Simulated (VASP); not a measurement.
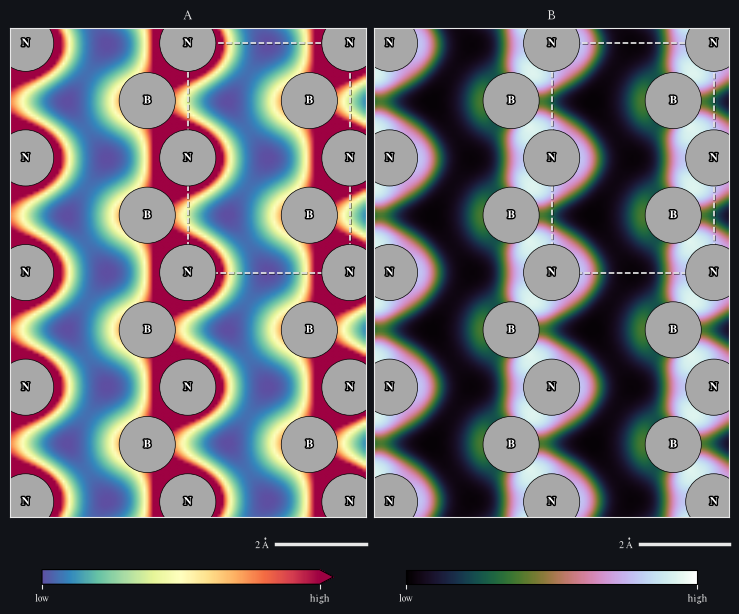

BN: 2 fields on the (011) plane of the conventional cell, with unlabelled colour scales. Grey discs cover the atomic cores.

Space group F-43m; a structure from a database of computed crystals, not necessarily the ambient phase.

These are results of VASP, Kohn-Sham DFT of a periodic cell, PBE, VASP PAW PBE potentials, recommended, not measurements.

Which field does each panel show? The fields are: electron localisation function and valence pseudo-density.

Answer. Panel A: valence pseudo-density. Panel B: electron localisation function. From the grid: B–N (1.57 Å): ρ at the midpoint is about 1.4 e/Å³; the ELF peaks at about 0.95 between the atoms: a polar covalent bond.
